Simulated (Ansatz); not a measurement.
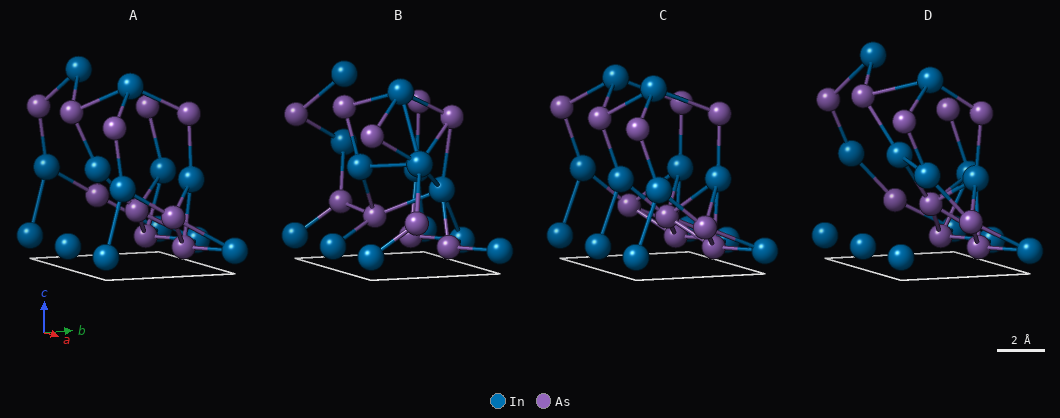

First-principles dynamics of a slab of InAs(110) (16 atoms in the cell), 900 fs long. It starts from the last geometry of an earlier run, with fresh velocities. 4 frames in shuffled order; frame C is the first. The picture is a ball-and-stick view of the simulation cell, with the vacuum cut short, seen slightly off an axis. Atoms are followed out of the cell. Bonds to atoms that aren't drawn are left out.

Computed with DFT PBE, scalar-relativistic, plane waves, PAW (Ansatz 0.2.0). Set-up: plane-wave cutoff 420 eV; k-point mesh 2 × 2 × 1; Fermi-Dirac smearing 0.05 eV; low-accuracy preset; 4 atoms held fixed; constant energy (NVE); velocities drawn for 750 K; time step 3 fs.

### Put the frames in order of time.

C, A, D, B, at 0 fs, 126 fs, 291 fs, 900 fs; the root-mean-square distance from the start grows as 0.00, 0.39, 0.78, 1.16 Å. Root-mean-square distances from the starting positions over the second half, with the common drift of all atoms taken out: In 1.39 Å, As 0.95 Å. Against the typical shortest distance between atoms in the first frame, about 2.7 Å these are large excursions, but over 900 fs one can't yet tell strong vibration from the start of diffusion. 1 of the 12 free atoms end more than three quarters of that spacing from the start. Bond changes: one As–As bond forms at about 510 fs; one As–As bond breaks at about 765 fs.

Limits of the set-up: the k-point mesh is coarse for a cell with partly filled bands; the program's low-accuracy preset was used.

Cost: 8.9 min on 4 threads of AMD EPYC 9R45 96-Core Processor (Zen 5) (shared host), peak memory 2.9 GiB.

PAW datasets: the set soft_1.
